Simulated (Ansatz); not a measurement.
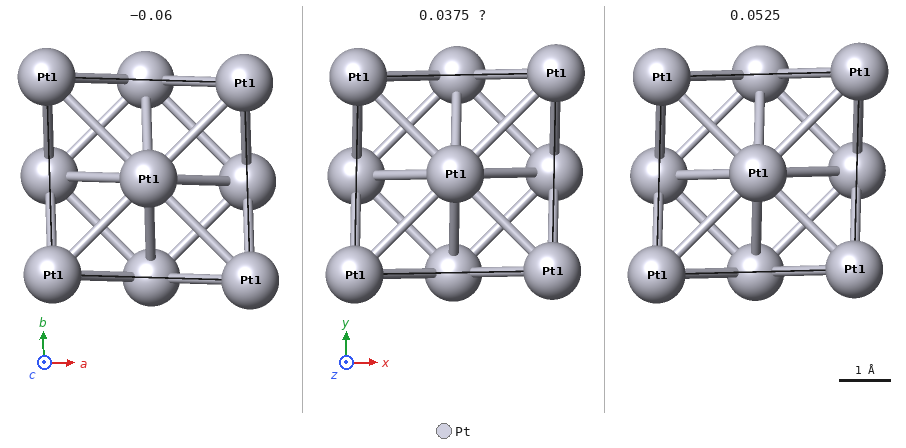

A crystal of Pt (Fm-3m): the cell is strained in shear in the xy plane, with the atoms kept at their fractional coordinates. x, y and z are the Cartesian axes of the input. A ball-and-stick model of the conventional cell (4 times the calculation's cell), seen along the c axis. Lengths and directions refer to the drawn axes.

These are results of Ansatz, DFT r2SCAN, scalar-relativistic, plane waves, PAW, not measurements. (plane-wave cutoff 500 eV; k-point mesh 20 × 20 × 20; occupations gaussian; smearing width 0.15 eV; no spin polarisation). Energies (free energies at the smearing named) are counted from the cell as listed in its source, which wasn't relaxed.

```json
{"engineering shear strain": "−0.0600", "E − E(ref) (meV/atom)": "13.7"}
{"engineering shear strain": "−0.0300", "E − E(ref) (meV/atom)": "3.3"}
{"engineering shear strain": "0.0000", "E − E(ref) (meV/atom)": "0.0"}
{"engineering shear strain": "0.0075", "E − E(ref) (meV/atom)": "0.2"}
{"engineering shear strain": "0.0150", "E − E(ref) (meV/atom)": "0.8"}
{"engineering shear strain": "0.0225", "E − E(ref) (meV/atom)": "1.8"}
{"engineering shear strain": "0.0375", "E − E(ref) (meV/atom)": "?"}
{"engineering shear strain": "0.0450", "E − E(ref) (meV/atom)": "7.5"}
{"engineering shear strain": "0.0525", "E − E(ref) (meV/atom)": "10.3"}
```

One row is withheld. What is its energy?

Answer. A straight line between the two neighbours gives 5.6 meV/atom. A cubic through the four nearest rows (0.0150, 0.0225, 0.0450, 0.0525) gives, with Lagrange weights, (−0.2000)(0.8) + (0.5000)(1.8) + (1.0000)(7.5) + (−0.3000)(10.3) = 5.2 meV/atom. The calculation gives 5.1 meV/atom, so the cubic is 0.1 meV/atom too high and the straight line 0.5 meV/atom too high, as the curve bends upwards here.

The whole profile:

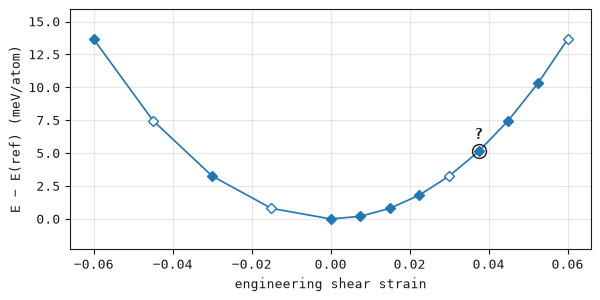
